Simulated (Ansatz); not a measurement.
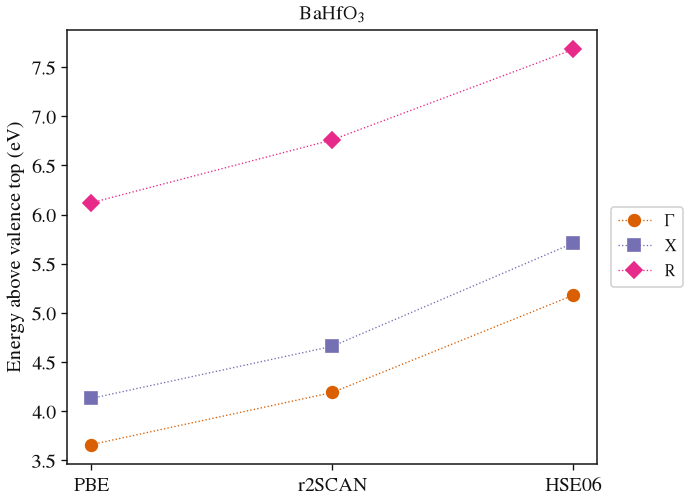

Lowest conduction level at each named k point, counted from the valence-band top at R, by several methods on one cell of cubic perovskite-type BaHfO3, space group Pm-3m (No. 221), 5 atoms in the cell, relaxed with r2SCAN; cubic a = 4.177 Å. All runs are without spin-orbit coupling and carry no moments.

| method | program | Γ (eV) | X (eV) | R (eV) |
| --- | --- | --- | --- | --- |
| PBE | Ansatz | 3.66 | 4.13 | 6.12 |
| r2SCAN | Ansatz | 4.19 | 4.66 | 6.76 |
| HSE06 | Ansatz | 5.18 | 5.71 | 7.68 |

Q: What does PBE0 give? It was run as: PBE0, Ansatz PAW set, 4×4×4 k mesh, 420 eV cutoff, fixed occupations (Ansatz 0.2.0).

A: PBE0 keeps the long-range exact exchange that HSE06 screens off, so it lies above HSE06, here by 0.75 eV at Γ. PBE0 gives 5.93 eV at Γ, 6.47 eV at X and 8.43 eV at R, which is +2.27 eV from PBE at Γ.

Q: Does PBE0 shift these levels rigidly from PBE?

A: The shifts are +2.27 eV at Γ, +2.34 eV at X and +2.31 eV at R, and at points that aren't plotted +2.50 eV (M): over the named points that both runs hold, a spread of 0.23 eV on a mean of 2.35 eV, so one shift describes them only roughly.

Q: How do the methods rank at Γ?

A: From low to high: PBE 3.66, r2SCAN 4.19, HSE06 5.18, PBE0 5.93 eV.

Settings. PBE: Ansatz PAW set, 6×6×6 k mesh, 420 eV cutoff, Fermi-Dirac smearing of 0.02 eV (Ansatz). r2SCAN: Ansatz PAW set, 6×6×6 k mesh, 500 eV cutoff, fixed occupations (Ansatz 0.2.0). HSE06: Ansatz PAW set, 4×4×4 k mesh, 420 eV cutoff, fixed occupations (Ansatz).

Spin-orbit coupling is left out, which matters for Hf. The cell was built by a generator and needn't be a form met in nature. r2SCAN, HSE06 and PBE0: the PAW data sets were made with another functional. LDA, GGA and most meta-GGA functionals understate gaps.
